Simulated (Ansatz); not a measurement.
Consider GaSb.

```
Sb Ga
1.0
     6.23799    0.00000    0.00000
     0.00000    0.00000   -6.23799
     0.00000    6.23799    0.00000
Sb Ga
4 4
Direct
  0.75000 0.75000 0.25000
  0.25000 0.75000 0.75000
  0.25000 0.25000 0.25000
  0.75000 0.25000 0.75000
  0.50000 0.50000 0.00000
  0.00000 0.50000 0.50000
  0.00000 0.00000 0.00000
  0.50000 0.00000 0.50000
```

Space group F-43m; computed pressure about −4 GPa in this cell.

These are results of Kohn-Sham DFT of a periodic cell, r2SCAN50, Ansatz PAW (Ansatz), not measurements.

Predict the valence pseudo-density and electron localisation function between the atoms.

Answer. Ga–Sb (2.70 Å): ρ at the midpoint is about 0.41 e/Å³; the ELF peaks at about 0.80 between the atoms (a covalent bond).

Does the calculation make it a metal, or give it a gap?

Answer. It is gapped, with a Kohn–Sham gap of 2.5 eV on the k-point mesh (the band edges may lie off the mesh, which would make the gap smaller).

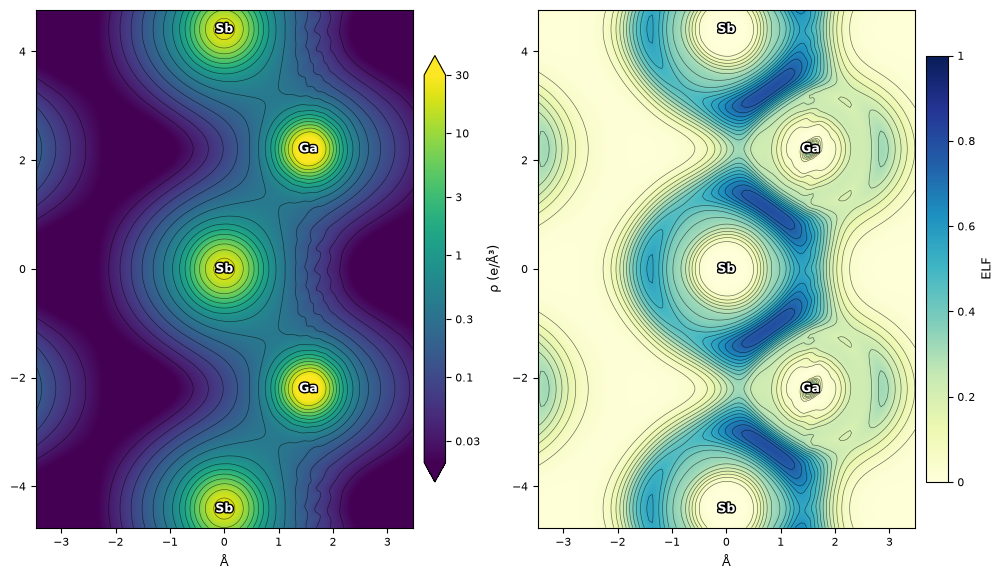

Computed valence pseudo-density and electron localisation function on the (110) plane of the conventional cell, in this order. 
